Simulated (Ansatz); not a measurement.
System: CoO, space group R-3m (No. 166).

The given structure:
```xyz
2
Lattice="1.5055 0.8692 2.4399 -1.5055 0.8692 2.4399 0.0000 -1.7384 2.4399" Properties=species:S:1:pos:R:3 pbc="T T T"
Co    0.0000    0.0000    0.0000
O     0.0000    0.0000    3.6599
```

How it was computed, with Ansatz 0.2.0: several magnetic starts of one crystal ranked with cell and atoms relaxed in each order, signs over the magnetic atoms (u up, d down); plane-wave DFT of a periodic cell. Level: PBEsol.

cell charge 0 e; exact exchange fraction 0; dispersion correction none; potentials PAW default; wave cutoff 420 eV; k mesh 18x18x18; occupation rule Gaussian; occupation width 0.1 eV.

Describe the result: the energy above the lowest of each magnetic start. The cases: non-magnetic; ferromagnetic.

Among these starts the lowest is ferromagnetic; non-magnetic is 129 meV/atom higher. The largest site moment, in μB, is 0.000 for non-magnetic and 2.319 for ferromagnetic. The final order is non-magnetic for non-magnetic and ferromagnetic for ferromagnetic.

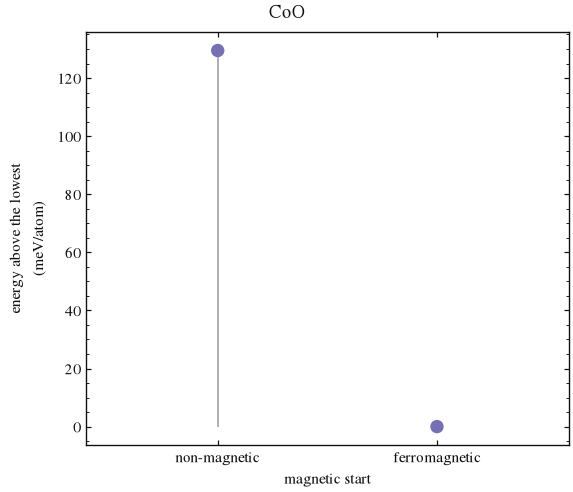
